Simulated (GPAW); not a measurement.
BN (F-43m): refractive index against wavelength

The refractive index of BN (F-43m) below the direct gap (8.80 eV on the mesh) is read from one computed spectrum, n = √(Re ε).

The structure is cubic, space group F-43m (No. 216). The conventional cell has a = 3.615 Å, b = 3.615 Å, c = 3.615 Å, α = 90.00°, β = 90.00°, γ = 90.00°. N on site c has 4 B at 1.57 Å as nearest neighbours. B on site a has 4 N at 1.57 Å as nearest neighbours.

Method: GPAW 26.7.0, PBE, RPA, k-mesh 19×19×19, local fields up to 70 eV, Lorentzian half width 0.12 eV.

Launch of the response step: `OMP_NUM_THREADS=1 python df.py`. The run took 27 s, its band step included, on 1 thread of Arm Neoverse V1 (shared host).

```
wavelength (nm)  photon energy E (eV)       n
            532                 2.331  2.1549
            450                 2.755  2.1673
            405                 3.061  2.1777
            365                 3.397  2.1908
            308                 4.025  2.2202
            266                 4.661  2.2579
            248                 4.999       ?
```

In the single-oscillator model n² − 1 = E₀E_d/(E₀² − E²), so 1/(n² − 1) = E₀/E_d − E²/(E₀E_d) is linear in E².

Working, on the rows shown:

| x = E² (eV²) | y = 1/(n² − 1) |
| --- | --- |
| 5.43137 | 0.274454 |
| 7.59115 | 0.270476 |
| 9.37179 | 0.26721 |
| 11.5384 | 0.263185 |
| 16.2043 | 0.254499 |
| 21.7255 | 0.244015 |

Means: x̄ = 11.977, ȳ = 0.26231. Σ(x − x̄)(y − ȳ) = -0.3398, Σ(x − x̄)² = 182. Slope = -0.3398 / 182 = -0.001868; intercept = ȳ − slope · x̄ = 0.28467. Turned back into n, the line misses the rows shown by at most 0.00032.

Problem. Predict the last column of the withheld row from the fit.

Solution. At x = 24.994 the line gives y = 0.238, that is 2.2807. The run gave 2.2817, so the extrapolation is off by 0.00097, 0.8 % of the range in the table.

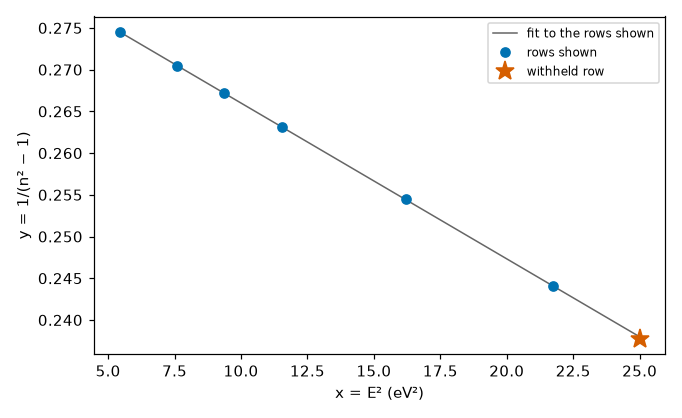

Refitted with all rows, the slope is -0.001876 and the intercept 0.28476. These give E₀ = √(intercept/−slope) = 12.32 eV and E_d = E₀/intercept = 43.3 eV; E₀ is 1.4 times the direct gap. The electronic limit at long wavelengths, without lattice vibrations, is n = √(1 + 1/intercept) = 2.124. Excitons are left out; PBE gaps are as a rule too small. The values come from a sum over the points of one k-mesh and carry its error, which grows as the direct gap shrinks. The local-field cutoff holds few shells of reciprocal vectors for this small cell, so ε∞ can read a few per cent high.

[Logs are printed without paths, hosts, clocks, repeated set-up lines and the standing remarks that a program may print on its own settings, such as how far it seeks lower states.]
